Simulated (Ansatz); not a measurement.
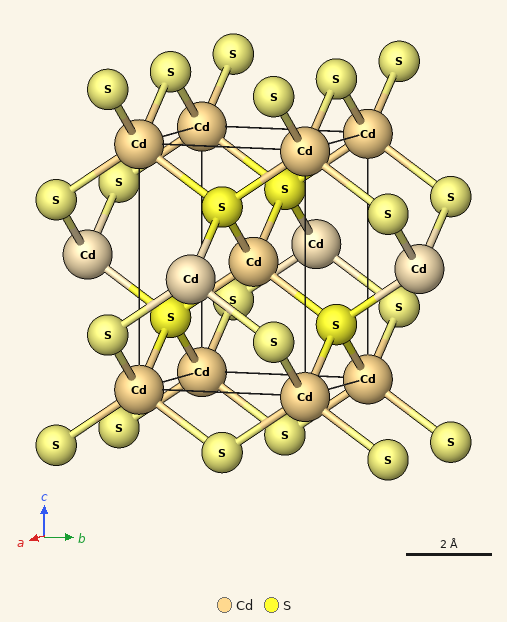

**Figure 1.** The structure (ball-and-stick view of the cell 2 times as large as that of the calculation, set on its symmetry axes, seen slightly off an axis; neighbours outside the cell are drawn fainter).

## Band-structure calculation of CdS

CdS (Imm2, 2 atoms in the cell), computed with DFT, PBE, plane waves, PAW, no spin polarisation (Ansatz 0.2.0).

The structure derives from an entry of the Crystallography Open Database. The geometry comes from this level: r2SCAN (a point of a series of strains). It belongs to a series of runs on one base structure; here: shear_xy strain +4.2%.

Input file
```yaml
crystal:
  lattice:
    - [0.0609886882, 2.9392138876, 2.9392138876]
    - [2.9392138876, 0.0609886882, 2.9392138876]
    - [3.0002025758, 3.0002025758, 0.0]
  atoms:
    - { symbol: Cd, position: [0.0045856461, 0.0045856461, -0.0045856461] }
    - { symbol: S, position: [0.2454143539, 0.2454143539, 0.2545856461] }
kpoints:
  mp_grid: { grid: [8, 8, 8] }
  band_path:
    path:
      - [0.0, 0.0, 0.0]
      - [-0.5, -0.5, 0.0]
      - [-0.375, -0.375, 0.25]
      - [-0.375, 0.0, 0.375]
      - [0.0, 0.0, 0.5]
      - [-0.5, -0.25, 0.25]
    npoints: 1
hamiltonian:
  xc: pbe
scf:
  occupations: { method: fermi_dirac, width: 0.02 }
  n_extra_bands: 4
output:
  forces: true
  stress: true
  eigenvalues: true
  write_density: true
  write_potential: true
  elf: true
  volumetric_format: npy
```

Run as:
```bash
ansatz run input.yaml --threads 4 --pin off --max-ram 4608MiB --backend cpu --events-out ev --progress --plain --runs-dir out
```

What the program printed
```
scf.n_extra_bands = 4 over 13 filled bands (N_el = 26.0): the run solves 17 bands
Engine: ansatz 0.2.0, aarch64-unknown-linux-gnu
Pseudopotentials: kind: paw
Pseudopotential: Cd, paw, valence charge 20, recommended cutoff 420 eV (normal), Cd.paw.azcp
Pseudopotential: S, paw, valence charge 6, recommended cutoff 420 eV (normal), S.paw.azcp
Functional definition: PBE
  parameter kappa = 0.804
  parameter beta = 0.06672455060314922
  exchange = pbe_x(kappa = kappa, mu = beta*pi^2/3)
  correlation = pbe_c(beta = beta)
Crystal: 2 atoms, lattice volume = 50.762 Å³
Basis set: ecut = 420 eV, 969 PW (Γ), exchange–correlation on 60×60×60 points (8 copies of the dense FFT grid, shifted against one another)
Bands: 17, of which v1, the nominal top of the filled ones, is band 13 counted from 1 (12 counted from 0)
Symmetry: 4 space group operations
Space group: Imm2 (ITA 44), of the structure as read, at distance tolerance 3.7e-5 Å
k-points: 95 of 512 (time reversal used)
Non-local potential: Cd, projectors of the file, l = 0: 3, l = 1: 2, l = 2: 2, l = 3: 1
Non-local potential: S, projectors of the file, l = 0: 2, l = 1: 2, l = 2: 2
PAW form: soft (Blöchl's): semilocal exchange-correlation on the pseudo side does not see the compensation charge
PAW one-centre angular grid: Cd, 590 points (default); XC on 64 Gauss nodes
PAW one-centre angular grid: S, 110 points (default); XC on 64 Gauss nodes
Initial density: superposition of atomic densities (neutral atoms: chi_scale 0, normalization atom), corrected by the library's trained network
Initial wavefunctions: pseudopotential atomic-orbital guess
Functional: x = pbe(κ = 0.804, μ = 0.2195149727645171), c = pbe(β = 0.06672455060314922)
SCF iter   1: F=—  HF=-9157.815384 eV  |F-HF|=—  |Δ(HF+E_count)|=         —  Δρ=5.87e-4  dr2=2.52e-4  ethr=1.77e-3  ⟨swp⟩=5.9  Hψ=8304  notcnv=0
preconditioner: auto → none  [insulator: Δε(μ)=0.997 eV  Ē_g=12.273 eV  σ=0.020 eV  W_gap=1.00  n_scr=14 (ndim 8)  ℏωp=22.1 eV  f_vac=0.139  D(μ)=0.00/eV (n_scr^D=0)  ε∞_Penn≈4.2]
SCF iter   2: F=—  HF=-9157.816052 eV  |F-HF|=—  |Δ(HF+E_count)|=   6.67e-4  Δρ=3.27e-4  dr2=3.19e-5  ethr=9.71e-7  ⟨swp⟩=2.7  Hψ=3874  notcnv=0
SCF iter   3: F=—  HF=-9157.816085 eV  |F-HF|=—  |Δ(HF+E_count)|=   3.27e-5  Δρ=1.18e-4  dr2=3.42e-6  ethr=1.23e-7  ⟨swp⟩=2.0  Hψ=2423  notcnv=0
SCF iter   4: F=—  HF=-9157.816102 eV  |F-HF|=—  |Δ(HF+E_count)|=   1.74e-5  Δρ=3.73e-5  dr2=3.29e-7  ethr=1.32e-8  ⟨swp⟩=2.0  Hψ=2470  notcnv=0
iter 5 did not close the SCF: its close was put off for the readings that it lacked (scf_convergence_deferred on its scf_iter line)
SCF iter   5: F=-9157.816104 eV  HF=-9157.816104 eV  |F-HF|=5.48e-8  |Δ(HF+E_count)|=   2.35e-6  Δρ=6.11e-6  dr2=2.16e-8  ethr=1.27e-9  ⟨swp⟩=2.0  Hψ=2470  notcnv=0
SCF iter   6: F=-9157.816104 eV  HF=-9157.816104 eV  |F-HF|=2.38e-9  |Δ(HF+E_count)|=   6.45e-8  Δρ=2.36e-6  dr2=2.16e-9  ethr=8.29e-11  ⟨swp⟩=5.0  Hψ=8937  notcnv=0
SCF 1 converged in 6 iterations: F = -9157.816104 eV  dr2 = 2.16e-9
  greatest PAW one-centre occupation: 1.000 electrons in one spin orbital (limit 2), on the Cd atom at site 0 (counted from 0), in its partial waves of l = 0
NSCF: frozen V_eff on 6 k-points
SCF converged after 6 iterations
Free energy (F): -9157.816104 eV
Harris-Foulkes:  -9157.816104 eV  (|F-HF|=2.38e-9)
Internal energy: -9157.816104 eV  (E = F + TS)
E sigma→0 (E₀):  -9157.816104 eV
Fermi energy:    7.170851 eV
--- Per-component energies (eV) ---
  E_band       = -513.412375
  E_kinetic    = 611.417827
  E_local      = -4045.648464  (includes V_loc(G=0)·N_el)
  E_nonlocal   = 62.174473
  E_hartree    = 1856.434132
  E_xc         = -273.686682
  E_vxc        = -308.827533  (∫ρ·V_xc dr)
  E_paw        = -4683.834943  (= ΣΔE_a)
  E_vpaw       = -545.396194  (= ΣTr[D̂ρ^β])
  E_aug_tail   = 0.000015  (compensation charges beyond the density's cutoff)
  E_ewald      = -2684.672463
  E_smearing   = -0.000000  (= −TS)
  E_closure    = 0.000000  (closes the sum)
  Σ components = -9157.816104   (vs F -9157.816104, Δ=0.00e0)
--- Forces (eV/Å), atoms counted from 1 ---
  atom   1  Cd     0.00000000    -0.00000000    -0.00026630
  atom   2  S      0.00000000     0.00000000     0.00026035
  max |Σ_I F_I| component: 5.95e-6 eV/Å
--- Stress (GPa, compression-positive) ---
        1.362241      -1.043271      -0.000000
       -1.043271       1.362241      -0.000000
       -0.000000      -0.000000       1.352635
  P = ⅓ Tr σ = 1.3590 GPa (13.590 kbar)
--- Band table (eV; the first three rows and the last of 95) ---
  k-point 0: bands = ["-94.6672", "-55.7408", "-55.7391", "-55.7377", "-5.6326", "-1.0618", "-1.0509", "-1.0351", "-0.6033", "-0.6014", "6.5138", "6.5811", "6.6693", "7.6718", "12.8890", "13.1406", "13.3810"]
  k-point 1: bands = ["-94.6672", "-55.7409", "-55.7391", "-55.7378", "-5.5749", "-1.0363", "-1.0156", "-1.0028", "-0.6049", "-0.6013", "5.5166", "6.4468", "6.5608", "8.5195", "12.7539", "13.2706", "13.5458"]
  k-point 2: bands = ["-94.6672", "-55.7409", "-55.7392", "-55.7379", "-5.4347", "-0.9885", "-0.9735", "-0.8214", "-0.6023", "-0.5942", "4.0830", "6.1861", "6.3141", "9.3647", "12.7739", "13.6274", "13.7823"]
  k-point 94: bands = ["-94.6672", "-55.7411", "-55.7396", "-55.7380", "-5.1019", "-0.8442", "-0.7301", "-0.7151", "-0.5208", "-0.1800", "2.7427", "4.6312", "4.9690", "10.0536", "11.0490", "15.6883", "17.1810"]
```

File bands.tsv
```
# k_distance	band_0	band_1	band_2	band_3	band_4	band_5	band_6	band_7	band_8	band_9	band_10	band_11	band_12	band_13	band_14	band_15	band_16
# fermi_ev = 7.170851
# lock_threshold_ev = 1e-6
# [0, 0, 0] at k_distance = 0.000000
# [-0.5, -0.5, 0] at k_distance = 1.068855
# [-0.375, -0.375, 0.25] at k_distance = 1.439070
# [-0.375, 0, 0.375] at k_distance = 2.102955
# [0, 0, 0.5] at k_distance = 2.766840
# [-0.5, -0.25, 0.25] at k_distance = 3.522879
# levels_relative_to = fermi_ev
# free_energy_ev = -9157.816104
# largest_residual_norms_ev = 4.883e-4 3.954e-4 4.090e-4 3.671e-4 4.875e-4 2.769e-4 2.606e-4 3.187e-4 2.222e-4 3.965e-4 6.658e-4 1.233e-3 1.615e-3 7.840e-4 9.446e-4 6.967e-4 1.212e-3
0.000000	-101.838056	-62.911699	-62.909945	-62.908575	-12.803413	-8.232652	-8.221788	-8.205922	-7.774165	-7.772267	-0.657084	-0.589755	-0.501578	0.500954	5.718141	5.969769	6.210194
1.068855	-101.838037	-62.911928	-62.910485	-62.908805	-12.272728	-8.015029	-7.900934	-7.885941	-7.691693	-7.350820	-4.428178	-2.539617	-2.201845	2.882714	3.878128	8.517452	10.010126
1.439070	-101.838038	-62.911888	-62.910406	-62.908879	-12.288651	-8.025840	-7.950525	-7.860912	-7.726933	-7.247557	-4.429484	-3.089040	-1.885043	3.951820	4.518374	7.871986	8.472117
2.102955	-101.838037	-62.912150	-62.910215	-62.908866	-12.280464	-8.034251	-7.948288	-7.855838	-7.730485	-7.232314	-4.392547	-3.002071	-2.035667	3.653980	4.799233	7.801030	8.356539
2.766840	-101.838042	-62.911805	-62.910243	-62.908869	-12.406333	-8.108321	-8.101442	-7.750077	-7.733568	-7.442476	-4.889778	-1.321660	-1.178931	2.519501	6.485403	6.548581	6.749728
3.522879	-101.838037	-62.912054	-62.910337	-62.908849	-12.271936	-8.007384	-7.979759	-7.809231	-7.764744	-7.182101	-4.362325	-2.781390	-2.634852	4.594723	4.975276	6.585445	7.502385
```

File rho_z.tsv
```
# z_ang	rho[e/angstrom^3]
# format = ansatz-planar-average/11
# lattice	0.060988688	2.939213888	2.939213888
# lattice	2.939213888	0.060988688	2.939213888
# lattice	3.000202576	3.000202576	0.000000000
# sites	2
# site	48	0.000000000	0.000000000	0.026956389
# site	16	1.500101288	1.500101288	1.442650554
0.000000	1.510830e0
0.141431	1.453240e0
0.282862	1.281559e0
0.424293	1.050318e0
0.565724	8.176128e-1
0.707155	6.239862e-1
0.848585	4.850042e-1
0.990016	3.960832e-1
1.131447	3.429225e-1
1.272878	3.105117e-1
1.414309	2.869394e-1
1.555740	2.636343e-1
1.697171	2.357830e-1
1.838602	2.031157e-1
1.980033	1.688739e-1
2.121464	1.372072e-1
2.262894	1.110855e-1
2.404325	9.169794e-2
2.545756	7.905222e-2
2.687187	7.309287e-2
2.828618	7.464233e-2
2.970049	8.618116e-2
3.111480	1.137251e-1
3.252911	1.697918e-1
3.394342	2.731737e-1
3.535773	4.410503e-1
3.677204	6.757194e-1
3.818634	9.538976e-1
3.960065	1.226028e0
4.101496	1.429143e0
```

File v_z.tsv
```
# z_ang	v_es[eV]	v_tot[eV]
# format = ansatz-planar-average/11
# xc	pbe
# density_cutoff_ev	1680
# datasets	Cd=:simpson_from_first_knot:soft	S=:simpson_from_first_knot:soft
# lattice	0.060988688	2.939213888	2.939213888
# lattice	2.939213888	0.060988688	2.939213888
# lattice	3.000202576	3.000202576	0.000000000
# sites	2
# site	48	0.000000000	0.000000000	0.026956389
# site	16	1.500101288	1.500101288	1.442650554
0.000000	2.535812e0	-9.014259e0
0.141431	1.915792e0	-9.906137e0
0.282862	1.230501e0	-1.069855e1
0.424293	6.287827e-1	-1.127477e1
0.565724	3.223457e-1	-1.148153e1
0.707155	4.291861e-1	-1.123661e1
0.848585	9.150322e-1	-1.053771e1
0.990016	1.657419e0	-9.472313e0
1.131447	2.512050e0	-8.201723e0
1.272878	3.357668e0	-6.860474e0
1.414309	4.183628e0	-5.485872e0
1.555740	5.131601e0	-3.976942e0
1.697171	6.304527e0	-2.263194e0
1.838602	7.622983e0	-4.363235e-1
1.980033	8.860491e0	1.316241e0
2.121464	9.792465e0	2.760961e0
2.262894	1.034567e1	3.767850e0
2.404325	1.059644e1	4.409683e0
2.545756	1.062672e1	4.706250e0
2.687187	1.046665e1	4.647962e0
2.828618	1.012679e1	4.335635e0
2.970049	9.559514e0	3.653467e0
3.111480	8.748364e0	2.432799e0
3.252911	7.792385e0	8.492148e-1
3.394342	6.819738e0	-8.460312e-1
3.535773	5.911592e0	-2.525966e0
3.677204	5.091070e0	-4.106732e0
3.818634	4.352733e0	-5.565942e0
3.960065	3.688243e0	-6.888932e0
4.101496	3.095874e0	-8.031474e0
```

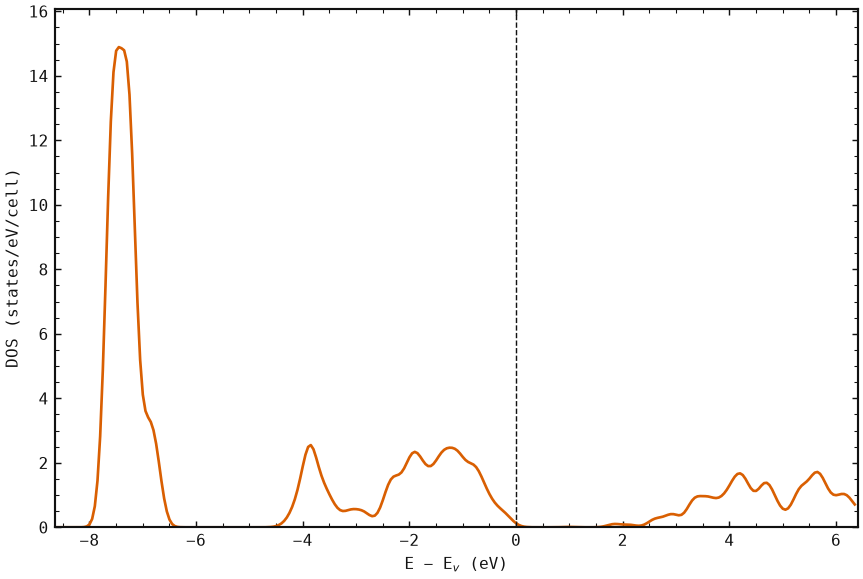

**Figure 2.** Density of states (the curve is built from the levels of the k mesh with Gaussians 0.3 eV wide, which also blur the band edges), with energies from the valence-band top. There is a gap of 1.00 eV on the k-point mesh. Small ripples come from the finite k-point mesh.

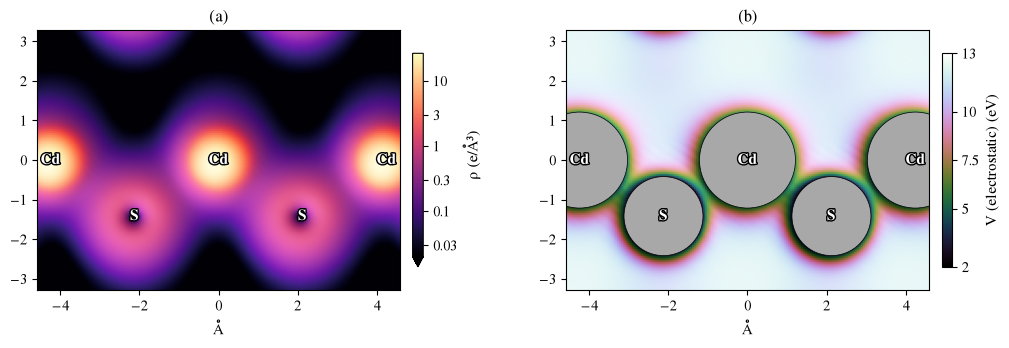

**Figure 3.** (a) valence electron density; (b) electrostatic potential energy of an electron on the (100) plane of the conventional cell. Grey discs, where drawn, cover atomic cores. The section cuts through Cd and S sites. Cd–S (2.55 Å): ρ at the midpoint is about 0.4 e/Å³. Away from the nuclei the density in this plane falls to 0.01 e/Å³ at its lowest. Outside the cores the potential energy rises away from the atoms and is highest about 2.4 Å from the nearest atoms; outside the discs it spans about 10 eV, and its zero is arbitrary. In a PAW calculation such maps are meaningful between the atoms, not at the nuclei.

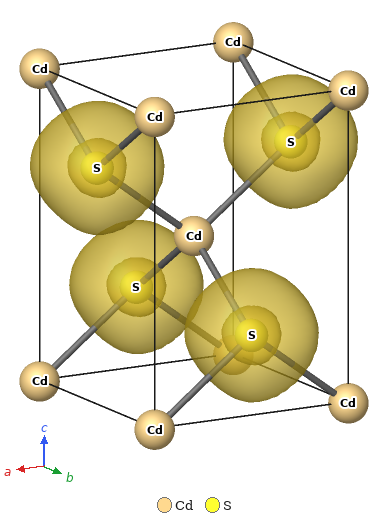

**Figure 4.** Isosurface of the electron localisation function at 0.7 (yellow), seen at an oblique angle. Core shells and regions of very low density are left out. Sticks mark near contacts. The outline is the cell set on symmetry axes. Along the contacts the grid gives the following. Cd–S (2.54 Å): the ELF is about 0.30 at the midpoint.

Key numbers

| quantity | value |
| --- | --- |
| outcome | converged |
| space group (tolerance 0.01 Å) | Imm2 (44) |
| electrons treated | 26 |
| free energy | −9157.8161 eV |
| Fermi energy | 7.171 eV |
| gap on the k-point mesh | 1.00 eV |
| pressure | 1.36 GPa |
| largest force (length of the vector) | under 0.001 eV/Å |
| hardware | 4 threads of Arm Neoverse V2, 24 GiB of memory available, shared host |
| wall time | 2.2 s (CPU time 7.8 s) |
| peak memory | 0.4 GiB |
